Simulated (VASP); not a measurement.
## Geometry relaxation, with input and output: TiPbO3 (part 2 of 3)

TiPbO3 (P4mm, 5 atoms in the cell); Kohn-Sham DFT of a periodic cell, PBEsol, VASP PAW PBE potentials, recommended, no spin polarisation (VASP 6.6.1); cutoff 600 eV, 8×8×8 k-mesh, Gaussian smearing of 0.03 eV. The structure derives from an entry of the Crystallography Open Database.

Geometry of the input (Å; fractional positions):
```
3.8812  0.0000  0.0000
0.0000  3.8812  -0.0000
0.0000  -0.0000  4.1569
Ti 0.5000  0.5000  0.5376
Pb 0.0000  0.0000  0.0007
O  0.5000  0.5000  0.1096
O  0.5000  0.0000  0.6167
O  0.0000  0.5000  0.6167
```

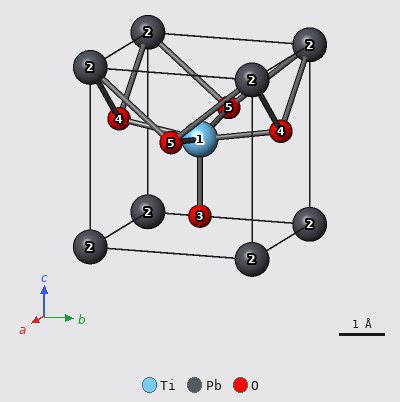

**Figure 1.** The structure as given in the input (ball-and-stick view of the cell of the calculation, seen slightly off an axis; atoms are numbered from 1 in the order of the input). An atom can appear more than once, as a periodic image.

## Parts of OUTCAR, continued
```
  position of ions in fractional coordinates (direct lattice)
     0.500000000  0.500000000  0.537627075
     0.000000000  0.000000000  0.000661517
     0.500000000  0.500000000  0.109575195
     0.500000000  0.000000000  0.616668107
     0.000000000  0.500000000  0.616668107

  ion indices of the primitive-cell ions
   primitive index   ion index
                 1           1
                 2           2
                 3           3
                 4           4
                 5           5

----------------------------------------------------------------------------------------

 KPOINTS: Automatic mesh

Automatic generation of k-mesh.
 Grid dimensions read from file:
 generate k-points for:    8    8    8

 Generating k-lattice:

  Cartesian coordinates                     Fractional coordinates (reciprocal lattice)
     0.032206438  0.000000000  0.000000000     0.125000000  0.000000000  0.000000000
     0.000000000  0.032206438  0.000000000     0.000000000  0.125000000  0.000000000
     0.000000000  0.000000000  0.030070710     0.000000000  0.000000000  0.125000000

  Length of vectors
     0.032206438  0.032206438  0.030070710

  Shift w.r.t. Gamma in fractional coordinates (k-lattice)
     0.000000000  0.000000000  0.000000000

 Subroutine IBZKPT returns following result:
 ===========================================

 Found     75 irreducible k-points:

 Following reciprocal coordinates:
            Coordinates               Weight
  0.000000  0.000000  0.000000      1.000000
  0.125000  0.000000  0.000000      4.000000
  0.250000  0.000000  0.000000      4.000000
  0.375000  0.000000  0.000000      4.000000
  0.500000  0.000000  0.000000      2.000000
  0.125000  0.125000  0.000000      4.000000
  0.250000  0.125000  0.000000      8.000000
  0.375000  0.125000  0.000000      8.000000
  0.500000  0.125000  0.000000      4.000000
  0.250000  0.250000  0.000000      4.000000
  0.375000  0.250000  0.000000      8.000000
  0.500000  0.250000  0.000000      4.000000
  0.375000  0.375000  0.000000      4.000000
  0.500000  0.375000  0.000000      4.000000
  0.500000  0.500000  0.000000      1.000000
  0.000000  0.000000  0.125000      2.000000
  0.125000  0.000000  0.125000      8.000000
  0.250000  0.000000  0.125000      8.000000
  0.375000  0.000000  0.125000      8.000000
  0.500000  0.000000  0.125000      4.000000
  0.125000  0.125000  0.125000      8.000000
  0.250000  0.125000  0.125000     16.000000
  0.375000  0.125000  0.125000     16.000000
  0.500000  0.125000  0.125000      8.000000
 [... further k-points ...]
   k-points           NKPTS =     75   k-points in BZ     NKDIM =     75   number of bands    NBANDS=     26
   number of dos      NEDOS =    301   number of ions     NIONS =      5
   total plane-waves  NPLWV =  36864
   dimension x,y,z NGX =    32 NGY =   32 NGZ =   36
   dimension x,y,z NGXF=    64 NGYF=   64 NGZF=   72
   ions per type =               1   1   3
   NGX,Y,Z   is equivalent  to a cutoff of  13.71, 13.71, 14.40 a.u.
   NGXF,Y,Z  is equivalent  to a cutoff of  27.41, 27.41, 28.80 a.u.
 SYSTEM =  TiPbO3
   PREC   = accura    normal or accurate (medium, high low for compatibility)
   ISTART =      0    job   : 0-new  1-cont  2-samecut
   ICHARG =      2    charge: 1-file 2-atom 10-const
   ISPIN  =      1    spin polarized calculation?
   LNONCOLLINEAR =      F non collinear calculations
   LSORBIT =      F    spin-orbit coupling
   LASPH  =      T    aspherical Exc in radial PAW
   ENCUT  =  600.0 eV  44.10 Ry    6.64 a.u.   7.75  7.75  8.30*2*pi/ulx,y,z
   NELM   =     80;   NELMIN=  2; NELMDL= -5     # of ELM steps
   EDIFF  = 0.1E-06   stopping-criterion for ELM
   LREAL  =      F    real-space projection
   EDIFFG = -.5E-02   stopping-criterion for IOM
   NSW    =     90    number of steps for IOM
   IBRION =      2    ionic relax: 0-MD 1-quasi-New 2-CG
   NFREE  =      1    steps in history (QN), initial steepest desc. (CG)
   ISIF   =      3    stress and relaxation
   ISYM   =      2    0-nonsym 1-usesym 2-fastsym
   POTIM  = 0.5000    time-step for ionic-motion
   TEBEG  =    0.0;   TEEND  =   0.0 temperature during run
   PSTRESS=    0.0 pullay stress
   NELECT =      44.0000    total number of electrons
   NUPDOWN=      -1.0000    fix difference up-down
   EMIN   =  10.00;   EMAX   =-10.00  energy-range for DOS
   EFERMI =   0.00;   METHOD = LEGACY
   ISMEAR =     0;   SIGMA  =   0.03  broadening in eV -4-tet -1-fermi 0-gaus
   EFERMI_NEDOS =   21; number of points for ismear=-14 and -15
   IALGO  =     38    algorithm
   IMIX   =      4    mixing-type and parameters
     AMIX     =   0.40;   BMIX     =  1.00
     AMIX_MAG =   1.60;   BMIX_MAG =  1.00
  volume/ion in A,a.u.               =      12.52        84.51
  Fermi-wavevector in a.u.,A,eV,Ry     =   1.455432  2.750369 28.821000  2.118284
  Thomas-Fermi vector in A             =   2.572468
   LORBIT       =      0    0 simple, 1 ext, 2 COOP (PROOUT), +10 PAW based schemes
   GGA     = PS    functional components
   LHFCALC =     F    Hartree Fock is set to
   AEXX    =    0.0000 exact exchange contribution
   IVDW    =     0    specifies the selected vdW correction
   LEPSILON=     F    determine dielectric tensor
   LRPA    =     F    only Hartree local field effects (RPA)
 conjugate gradient relaxation of ions
 non-spin polarized calculation
 Gauss-broadening in eV      SIGMA  =   0.03
  energy-cutoff  :      600.00
  volume of cell :       62.62
 maximum number of plane-waves:      2112
 NGX is ok and might be reduce to    32
   NGX = 15   NGY = 15   NGZ = 17

--------------------------------------- Ionic step        1  -------------------------------------------

 number of electron      43.9999993 magnetization

 Free energy of the ion-electron system (eV)
  ---------------------------------------------------
  ext. energy  EPLUGINS =         0.00000000
  ---------------------------------------------------
  free energy    TOTEN  =       -39.82856330 eV

  energy without entropy =      -39.82856330  energy(sigma->0) =      -39.82856330

------------------------ aborting loop because EDIFF is reached ----------------------------------------

  FORCE on cell =-STRESS in cart. coord.  units (eV):
  Direction    XX          YY          ZZ          XY          YZ          ZX
  --------------------------------------------------------------------------------------
  -------------------------------------------------------------------------------------
  Total       -0.0156348     -0.0156348      0.0363424      0.0000000     -0.0000000      0.0000000
  in kB       -0.4000386     -0.4000386      0.9298711      0.0000000     -0.0000000      0.0000000
  external PRESSURE =       0.0432646 kB  Pullay stress =       0.0000000 kB

 VOLUME and BASIS-vectors are now :
 -----------------------------------------------------------------------------
  energy-cutoff  :      600.00
  volume of cell :       62.62
      direct lattice vectors                 reciprocal lattice vectors
     3.881211571  0.000000000  0.000000000     0.257651504  0.000000000  0.000000000
     0.000000000  3.881211571  0.000000000     0.000000000  0.257651504  0.000000000
     0.000000000  0.000000000  4.156868956     0.000000000  0.000000000  0.240565678

 POSITION                                       TOTAL-FORCE (eV/Angst)
 -----------------------------------------------------------------------------------
      1.94061      1.94061      2.23485        -0.000000      0.000000     -0.001090
      0.00000      0.00000      0.00275        -0.000000     -0.000000      0.002461
      1.94061      1.94061      0.45549        -0.000000     -0.000000      0.007599
      1.94061      0.00000      2.56341         0.000000     -0.000000     -0.004485
      0.00000      1.94061      2.56341        -0.000000      0.000000     -0.004485
 -----------------------------------------------------------------------------------
    total drift:                                0.000000     -0.000000     -0.000234

  FREE ENERGIE OF THE ION-ELECTRON SYSTEM (eV)
  ---------------------------------------------------
  free  energy   TOTEN  =       -39.8285632963 eV

  energy  without entropy=      -39.8285632963  energy(sigma->0) =      -39.82856330

--------------------------------------- Ionic step        2  -------------------------------------------

 number of electron      43.9999994 magnetization

------------------------ aborting loop because EDIFF is reached ----------------------------------------

  FORCE on cell =-STRESS in cart. coord.  units (eV):
  Direction    XX          YY          ZZ          XY          YZ          ZX
  --------------------------------------------------------------------------------------
  -------------------------------------------------------------------------------------
  Total       -0.0073768     -0.0073768      0.0246222      0.0000000     -0.0000000      0.0000000
  in kB       -0.1887363     -0.1887363      0.6299644      0.0000000     -0.0000000      0.0000000
  external PRESSURE =       0.0841640 kB  Pullay stress =       0.0000000 kB

 VOLUME and BASIS-vectors are now :
 -----------------------------------------------------------------------------
  energy-cutoff  :      600.00
  volume of cell :       62.62
      direct lattice vectors                 reciprocal lattice vectors
     3.880626079  0.000000000  0.000000000     0.257690378  0.000000000  0.000000000
     0.000000000  3.880626079 -0.000000000     0.000000000  0.257690378  0.000000000
     0.000000000 -0.000000000  4.158326563     0.000000000  0.000000000  0.240481353

 POSITION                                       TOTAL-FORCE (eV/Angst)
 -----------------------------------------------------------------------------------
      1.94031      1.94031      2.23558        -0.000000      0.000000     -0.006684
      3.88063      3.88063      0.00287        -0.000000     -0.000000      0.001072
      1.94031      1.94031      0.45602         0.000000     -0.000000      0.008412
      1.94031      3.88063      2.56409        -0.000000      0.000000     -0.001400
      3.88063      1.94031      2.56409        -0.000000      0.000000     -0.001400
 -----------------------------------------------------------------------------------
    total drift:                                0.000000     -0.000000     -0.000356

  FREE ENERGIE OF THE ION-ELECTRON SYSTEM (eV)
  ---------------------------------------------------
  free  energy   TOTEN  =       -39.8285817215 eV

  energy  without entropy=      -39.8285817215  energy(sigma->0) =      -39.82858172

--------------------------------------- Ionic step        3  -------------------------------------------

 number of electron      43.9999994 magnetization

------------------------ aborting loop because EDIFF is reached ----------------------------------------

  FORCE on cell =-STRESS in cart. coord.  units (eV):
  Direction    XX          YY          ZZ          XY          YZ          ZX
  --------------------------------------------------------------------------------------
  -------------------------------------------------------------------------------------
  Total        0.0119477      0.0119477      0.0005009      0.0000000      0.0000000      0.0000000
  in kB        0.3056542      0.3056542      0.0128143      0.0000000      0.0000000      0.0000000
  external PRESSURE =       0.2080409 kB  Pullay stress =       0.0000000 kB

 VOLUME and BASIS-vectors are now :
 -----------------------------------------------------------------------------
  energy-cutoff  :      600.00
  volume of cell :       62.63
      direct lattice vectors                 reciprocal lattice vectors
     3.879454400  0.000000000  0.000000000     0.257768206  0.000000000  0.000000000
     0.000000000  3.879454400 -0.000000000     0.000000000  0.257768206  0.000000000
     0.000000000 -0.000000000  4.161243511     0.000000000  0.000000000  0.240312781

 POSITION                                       TOTAL-FORCE (eV/Angst)
 -----------------------------------------------------------------------------------
      1.93973      1.93973      2.23704         0.000000      0.000000     -0.017655
      0.00000     -0.00000      0.00311        -0.000000      0.000000     -0.001748
      1.93973      1.93973      0.45707         0.000000     -0.000000      0.009674
      1.93973     -0.00000      2.56546         0.000000     -0.000000      0.004864
      0.00000      1.93973      2.56546         0.000000     -0.000000      0.004864
 -----------------------------------------------------------------------------------
    total drift:                                0.000000     -0.000000     -0.000395

  FREE ENERGIE OF THE ION-ELECTRON SYSTEM (eV)
  ---------------------------------------------------
  free  energy   TOTEN  =       -39.8285949989 eV

  energy  without entropy=      -39.8285949989  energy(sigma->0) =      -39.82859500

[... ionic steps 4 to 12 ...]

--------------------------------------- Ionic step       13  -------------------------------------------

 number of electron      43.9999995 magnetization

------------------------ aborting loop because EDIFF is reached ----------------------------------------

  FORCE on cell =-STRESS in cart. coord.  units (eV):
  Direction    XX          YY          ZZ          XY          YZ          ZX
  --------------------------------------------------------------------------------------
  -------------------------------------------------------------------------------------
  Total        0.0056571      0.0056571     -0.0103009      0.0000000      0.0000000      0.0000000
  in kB        0.1444334      0.1444334     -0.2629957      0.0000000      0.0000000      0.0000000
  external PRESSURE =       0.0086237 kB  Pullay stress =       0.0000000 kB

 VOLUME and BASIS-vectors are now :
 -----------------------------------------------------------------------------
  energy-cutoff  :      600.00
  volume of cell :       62.75
      direct lattice vectors                 reciprocal lattice vectors
     3.876874373  0.000000000  0.000000000     0.257939748  0.000000000  0.000000000
     0.000000000  3.876874373 -0.000000000     0.000000000  0.257939748  0.000000000
     0.000000000 -0.000000000  4.175149893     0.000000000  0.000000000  0.239512359

 POSITION                                       TOTAL-FORCE (eV/Angst)
 -----------------------------------------------------------------------------------
      1.93844      1.93844      2.24034         0.000000      0.000000     -0.004945
      0.00000      3.87687      4.17256         0.000000      0.000000     -0.000509
      1.93844      1.93844      0.46255         0.000000     -0.000000      0.011147
      1.93844     -0.00000      2.57699         0.000000      0.000000     -0.002846
      0.00000      1.93844      2.57699         0.000000      0.000000     -0.002846
 -----------------------------------------------------------------------------------
    total drift:                                0.000000     -0.000000     -0.000131

  FREE ENERGIE OF THE ION-ELECTRON SYSTEM (eV)
  ---------------------------------------------------
  free  energy   TOTEN  =       -39.8286679256 eV

  energy  without entropy=      -39.8286679256  energy(sigma->0) =      -39.82866793

--------------------------------------- Ionic step       14  -------------------------------------------

 number of electron      43.9999995 magnetization

------------------------ aborting loop because EDIFF is reached ----------------------------------------
```
